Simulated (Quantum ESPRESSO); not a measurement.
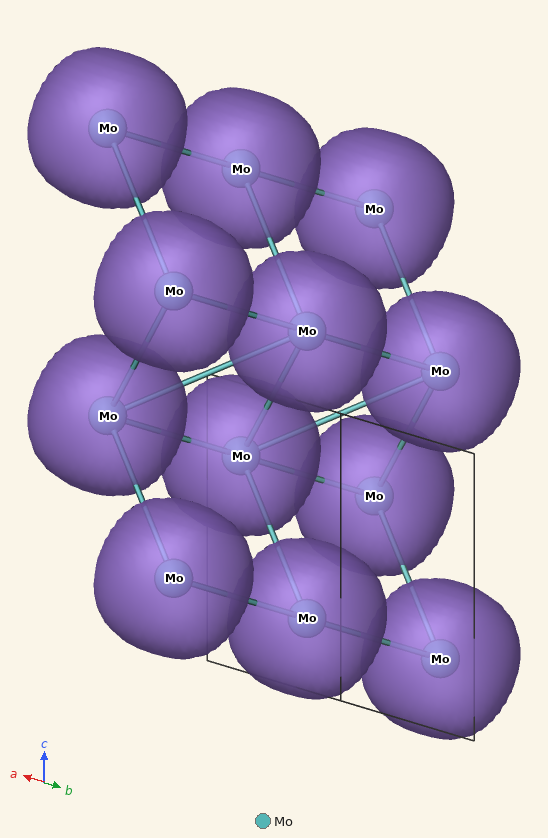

Mo. Isosurface of the valence electron density at 0.6 e/Å³ (purple), seen along [110]. Sticks mark near contacts.

Space group P-1; a structure from a database of computed crystals, not necessarily the ambient phase.

Method: Kohn-Sham DFT of a periodic cell, PBE, SSSP 1.3 efficiency PBE in Quantum ESPRESSO 7.5.

```yaml
crystal:
  lattice:
    - [-2.75150, 0.02628, 0.00277]
    - [-1.35041, -2.34757, -2.54030]
    - [-1.35558, -2.39260, 2.58482]
  atoms:
    - { symbol: Mo, position: [0.00361, 0.75128, 0.25144] }
    - { symbol: Mo, position: [0.99639, 0.24872, 0.74856] }
```

Q: How is the density connected at this value?

A: At this value the density breaks into separate islands; it holds about 75 % of the electrons treated as valence. It bridges none of the near contacts. It is pinched off along the sampled Mo–Mo (2.56 Å), Mo–Mo (2.70 Å) and Mo–Mo (2.75 Å) contacts. On the grid the lowest density along these lines, outside the cores, is 0.51 e/Å³ (Mo–Mo, 2.56 Å), 0.4 e/Å³ (Mo–Mo, 2.70 Å) and 0.37 e/Å³ (Mo–Mo, 2.75 Å).
